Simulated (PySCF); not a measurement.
**Energy of Nb along an even scaling of the cell**

System: Nb (Im-3m, 1 atom in the cell).
Method: Kohn-Sham DFT of a periodic cell in Gaussian orbitals, PBEsol, DZVP-MOLOPT-SR/GTH-PBE, no spin polarisation (PySCF 2.14.0).

The 7 runs differ only in the geometry, by an even scaling of the cell at fixed fractional positions. The structure derives from an entry of the Crystallography Open Database.

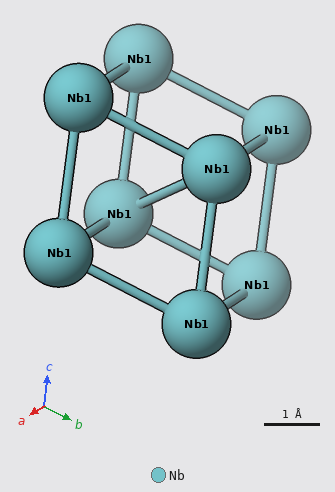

Figure 1. The structure of run 4 (ball-and-stick view of the cell of the calculation, seen slightly off an axis; atoms are numbered from 1 in the order of the input).

### The input of run 4
```python
import json
import numpy as np
from pyscf.pbc import gto, scf, dft, df

cell = gto.Cell()
cell.basis = 'DZVP-MOLOPT-SR-GTH-q13'
cell.pseudo = 'GTH-PBE-q13'
cell.fromfile('Nb.cif')
cell.ke_cutoff = 103  # hartree
cell.exp_to_discard = 0.02
cell.precision = 1e-08
cell.space_group_symmetry = True
cell.symmorphic = False
cell.max_memory = 5880  # MB
cell.verbose = 4
cell.build()

res = {}
kpts = cell.make_kpts([4, 4, 4], space_group_symmetry=True, time_reversal_symmetry=True)
cell.space_group_symmetry = False  # the mesh holds the operations; no search on the supercells of the integral code
mf = dft.KRKS(cell, kpts, xc='pbesol')
mf = mf.multigrid_numint()
mf = mf.smearing(sigma=0.00183747, method='fermi')  # hartree
mf.conv_tol = 1e-07
mf.max_cycle = 60

mf.kernel()
res.update(converged=bool(mf.converged), e_tot=mf.e_tot, nelec=cell.nelectron, nao=cell.nao, mesh=list(map(int, cell.mesh)), a=cell.lattice_vectors().tolist(), coords=cell.atom_coords().tolist(),
           mo_energy=[np.real(x).tolist() for x in mf.mo_energy], mo_occ=[np.real(x).tolist() for x in mf.mo_occ])
res.update(e_free=mf.e_free, e_zero=mf.e_zero)
res.update(kpts=kpts.kpts_scaled_ibz.tolist(), weights=kpts.weights_ibz.tolist())
res['parts'] = {k: float(np.real(v)) for k, v in mf.scf_summary.items() if np.isscalar(v)}
json.dump(res, open('results.json', 'w'))
if not mf.converged:
    raise SystemExit('SCF not converged')

print('levels (eV)')
for i, kp in enumerate(res['kpts'][:40]):
    print('k %7.4f %7.4f %7.4f  ' % tuple(kp), ' '.join('%.3f' % (x * 27.211386) for x in res['mo_energy'][i][:12]))

mf = mf.to_khf()  # unfold to the whole mesh
kpts = mf.kpts
# Mulliken populations
dm, s = np.asarray(mf.make_rdm1()), np.asarray(mf.get_ovlp())
sites = cell.aoslice_by_atom()[:, 2:]
tot = np.einsum('kij,kji->i', dm, s).real / len(kpts)
res['mulliken'] = [cell.atom_charge(i) - tot[a0:a1].sum() for i, (a0, a1) in enumerate(sites)]
print('Mulliken charges', np.round(res['mulliken'], 5))
res['done'] = True
json.dump(res, open('results.json', 'w'))
```

### File Nb.cif of run 4
```
data_Nb
_cell_length_a 2.88204594
_cell_length_b 2.88204594
_cell_length_c 2.88204594
_cell_angle_alpha 109.47122063
_cell_angle_beta 109.47122063
_cell_angle_gamma 109.47122063
_space_group_name_H-M_alt 'P1'
_space_group_name_Hall 'P 1'
_space_group_IT_number 1
loop_
_space_group_symop_operation_xyz
'x,y,z'
loop_
_atom_site_label
_atom_site_type_symbol
_atom_site_symmetry_multiplicity
_atom_site_Wyckoff_symbol
_atom_site_fract_x
_atom_site_fract_y
_atom_site_fract_z
_atom_site_occupancy
Nb1 Nb 1 a 0.0000000000 0.0000000000 0.0000000000 1
```

Command:
```bash
OMP_NUM_THREADS=4 python -u run.py > log
```

Lattice vectors (Å) and fractional positions of run 4:
```
  -1.663950    1.663950    1.663950
   1.663950   -1.663950    1.663950
   1.663950    1.663950   -1.663950
Nb  0.000000  0.000000  0.000000
```

Run 2 has the same physical settings and fractional positions; its lattice vectors (Å) are:
```
  -1.641461    1.641461    1.641461
   1.641461   -1.641461    1.641461
   1.641461    1.641461   -1.641461
```

### Results, with one run withheld

```tsv
run	volume per atom (Å³)	free energy per atom, from the lowest run given (meV)
1	17.322	14.79
2	17.691	?
3	18.060	0.00
4	18.428	6.93
5	18.797	22.15
6	19.165	44.83
7	19.534	74.21
```

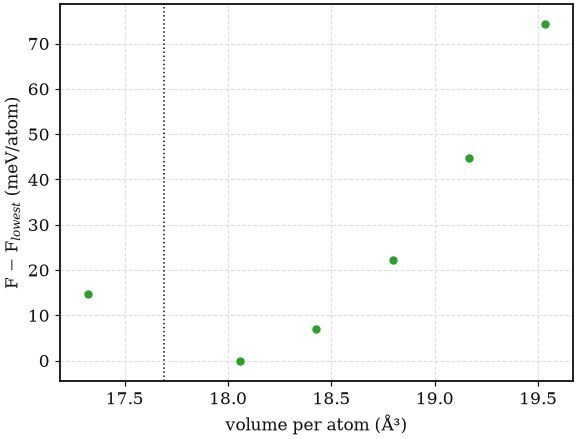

Figure 2. Free energy per atom of the runs given; the dotted line marks run 2.

Estimate the energy of run 2 from the others.

A cubic polynomial in V^(−2/3) (the Birch–Murnaghan form), fitted to the 6 runs given, misses them by at most 0.02 meV per atom. With x = V^(−2/3) − 0.14282 Å⁻², it reads F = 10.257 − 7088.6 x + 1.1827e+06 x² + 7.4782e+05 x³ (meV per atom). At run 2 it gives 2.26 meV per atom, and the run itself gives 2.28. The fit has its minimum at 17.961 Å³ per atom, where V d²F/dV² gives 201 GPa: the bulk modulus at this level, since symmetry fixes the shape and the positions.

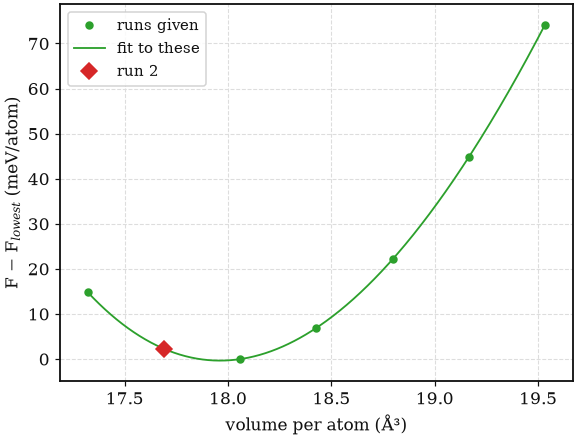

Figure 3. The fit and the withheld run.

### Output, shortened to warnings, some set-up lines, iterations and results (run 2)
```
k-points in IBZ                         weights
[...]
cycle= 1 E= -57.0159335296313  delta_E= 0.424  |g|= 0.588  |ddm|= 8.61
cycle= 2 E= -57.0255531587712  delta_E= -0.00962  |g|= 0.405  |ddm|= 4.39
cycle= 3 E= -57.0357834394425  delta_E= -0.0102  |g|= 0.00478  |ddm|= 1.75
cycle= 4 E= -57.035784302671  delta_E= -8.63e-07  |g|= 1.99e-06  |ddm|= 0.0205
cycle= 5 E= -57.0357843018651  delta_E= 8.06e-10  |g|= 4.57e-07  |ddm|= 1.47e-05
    sigma = 0.00183747  Optimized mu = 0.671771930845  entropy = 0.27804960003
nelec by numeric integration = 13.00000000034736
    Total E(T) = -57.0357843020022  Free energy = -57.0362952098007  E0 = -57.0360397559014
Extra cycle  E= -57.0357843020022  delta_E= -1.37e-10  |g|= 3.43e-07  |ddm|= 3.29e-06
converged SCF energy = -57.0357843020022
levels (eV)
k  0.0000  0.0000  0.0000   -37.532 -11.664 -11.664 -11.664 12.369 18.699 18.699 18.699 21.780 21.780 35.855 35.855
k  0.5000  0.5000 -0.0000   -37.275 -13.110 -12.120 -11.678 14.528 16.620 20.813 21.774 22.466 24.937 30.772 32.586
k  0.5000  0.5000  0.5000   -37.094 -12.653 -12.653 -12.653 14.485 14.485 24.154 24.154 24.154 28.444 28.444 28.444
k  0.7500  0.2500 -0.0000   -37.405 -12.415 -11.896 -11.670 14.328 17.529 18.261 21.105 21.214 21.912 35.854 36.476
k  0.7500  0.5000  0.5000   -37.185 -12.886 -12.393 -12.180 15.512 16.510 19.199 20.169 24.531 26.818 29.948 33.499
k  0.7500  0.7500  0.2500   -37.296 -12.444 -12.150 -12.150 15.858 17.224 19.350 19.350 20.921 23.235 37.905 38.253
k  0.7500  0.7500  0.5000   -37.275 -12.848 -12.277 -11.817 15.854 16.920 18.018 21.377 22.560 26.029 31.520 33.320
k  0.7500  0.7500  0.7500   -37.255 -12.401 -12.401 -12.401 17.234 17.234 17.234 22.578 22.578 29.000 31.040 31.040
Mulliken charges [-0.]
```

Notes: Points of doubt noted for this run: coarse mesh. The k-point mesh is coarse for a cell of this size, so the results may not be converged.
